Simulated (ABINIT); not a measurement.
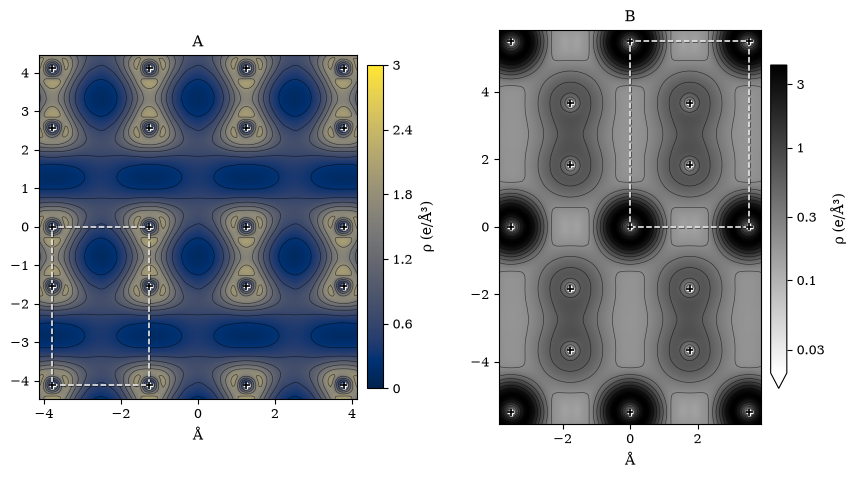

The valence electron density of 2 systems, each on a plane through atoms (crosses mark nuclei in the plane).

Computed with ABINIT 10.8.3, Kohn-Sham DFT of a periodic cell, PBE, PseudoDojo NC SR PBE v0.4.1 standard.

System 1: C, the (100) plane of the conventional cell. Space group P6₃/mmc; computed pressure about 3 GPa in this cell.

```cif
data_structure
_symmetry_space_group_name_H-M 'P 1'
_symmetry_Int_Tables_number 1
_cell_length_a 2.5221
_cell_length_b 2.5221
_cell_length_c 4.1186
_cell_angle_alpha 90.000
_cell_angle_beta 90.000
_cell_angle_gamma 120.000
_cell_volume 22.69
loop_
_atom_site_label
_atom_site_type_symbol
_atom_site_fract_x
_atom_site_fract_y
_atom_site_fract_z
_atom_site_occupancy
C1 C 0.66667 0.33333 0.93750 1
C2 C 0.33333 0.66667 0.43750 1
C3 C 0.66667 0.33333 0.56250 1
C4 C 0.33333 0.66667 0.06250 1
```

System 2: ZrB₂, the (110) plane of the conventional cell. Space group P6/mmm.

```
CELL_PARAMETERS angstrom
3.17000 0.00000 0.00000
-1.58500 2.74530 0.00000
0.00000 0.00000 3.53300
ATOMIC_POSITIONS crystal
Zr 0.00000 0.00000 0.00000
B 0.66667 0.33333 0.50000
B 0.33333 0.66667 0.50000
```

### Match each panel to its system.

Panel A is system 1, C: the plane holds C. C–C (1.54 Å): ρ is about 1.6 e/Å³ halfway. Panel B is system 2, ZrB₂: the plane holds Zr and B. B–B (1.83 Å): ρ is about 0.73 e/Å³ halfway.
